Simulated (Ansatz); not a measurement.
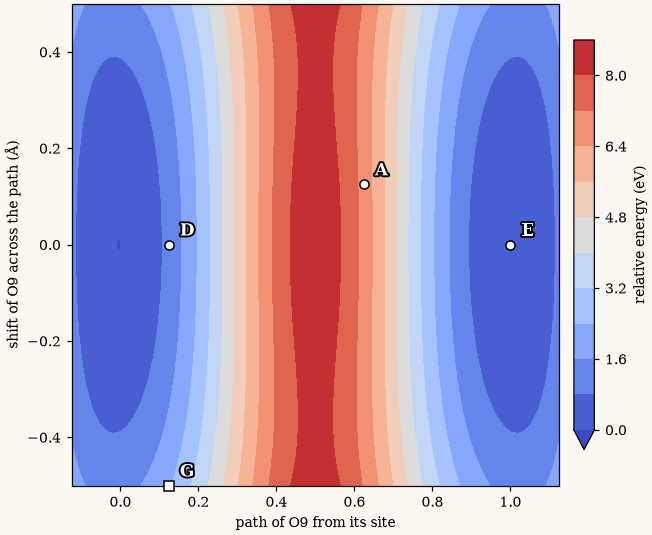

SiO₂ (P4_2/mnm phase) with one O vacancy (11 atoms in the cell). An atom moved over a plane that holds its own site and a neighbouring vacancy (x along [0 −1 1], y along [0 1 1], z along [−1 0 0] of the conventional cell). First axis: path of O9 from its site (0) to the vacancy (1), 2.312 Å. Second axis: shift of O9 across the path, along the Cartesian direction [−1 1 0]. Nothing is relaxed (all other atoms held at the sites of the perfect crystal). Grid: 11 × 9 points; 30 points were computed and 69 follow by symmetry. Points are written as (first, second). All energies are given in eV per cell relative to the lowest grid point. The band gap closes in part of the range. Computed with Ansatz 0.2.0, DFT PBE, scalar-relativistic, plane waves, PAW. Settings: cutoff 420 eV, k-mesh 6×6×6, gaussian smearing 0.05 eV, no spin polarisation.

Drawn: filled contours, lettered points. Between grid points the surface is interpolated.

### Is A the lowest point of the computed grid?

No. A lies 6.9 eV above the lowest grid point, which is at (0.000, 0.000 Å) [nearest 2 Si at 1.77 Å].

### Rank the lettered points by energy, lowest first.

E (0.0 eV), D (1.1 eV), G (2.3 eV), A (6.9 eV).

PAW datasets: the set soft_1.
